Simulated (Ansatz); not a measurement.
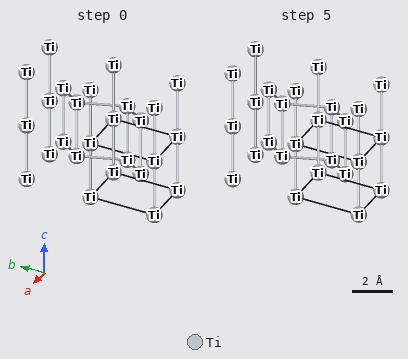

The structure of solid Ti (set up in P6/mmm) before (left) and after (right) a relaxation, at one scale.

The picture is a ball-and-stick view of the cell of the calculation, repeated 1 × 2 × 2 with one cell outlined, seen from a free direction.

The run lets cell and atoms move.

Computed with Ansatz, Kohn-Sham DFT of a periodic cell, PBEsol with D4, Ansatz PAW.

Input
```yaml
crystal:
  lattice:
    - [4.5673748306, 0.0, 0.0]
    - [-2.2836874153, 3.9554626319, 0.0]
    - [0.0, 0.0, 2.82624427]
  atoms:
    - { symbol: Ti, position: [0.6666666667, 0.3333333333, 0.5] }
    - { symbol: Ti, position: [0.3333333333, 0.6666666667, 0.5] }
    - { symbol: Ti, position: [0.0, 0.0, 0.0] }
hamiltonian:
  xc: pbesol
  pseudopotentials: { kind: paw }
  dispersion: d4
kpoints:
  mp_grid: { grid: [7, 7, 9] }
scf:
  occupations: { method: fermi_dirac, width: 0.05 }
output:
  forces: true
  stress: true
  eigenvalues: true
relax:
  f_tol: 0.01
  max_steps: 40
  cell: { stress_tol: 0.05 }
```

Launched with:
```bash
ansatz run input.yaml --threads 2 --pin off --max-ram 5632MiB --backend cpu --events-out ev --progress --plain --runs-dir out
```

Summarise the run.

Answer. No atom moves by more than 0.005 Å relative to the cell. The volume changes by −4.2 %, with a = b 4.567 → 4.500 Å (−1.5 %), c 2.826 → 2.790 Å (−1.3 %). Some distances before and after: Ti–Ti 2.992 → 2.949 Å, Ti–Ti 2.637 → 2.598 Å, Ti–Ti 2.826 → 2.790 Å. The space group stays P6/mmm (No. 191). Over 4 accepted moves (5 points after the start) the energy falls by 33.0 meV per cell of the calculation. All forces vanish by symmetry, so only the cell relaxes. The pressure goes from −4.81 to 0.00 GPa. The SCF was repeated once at an unchanged geometry on a basis and grid sized afresh for the cell, which shifted the energy by 0.2 meV per cell of the calculation at most.
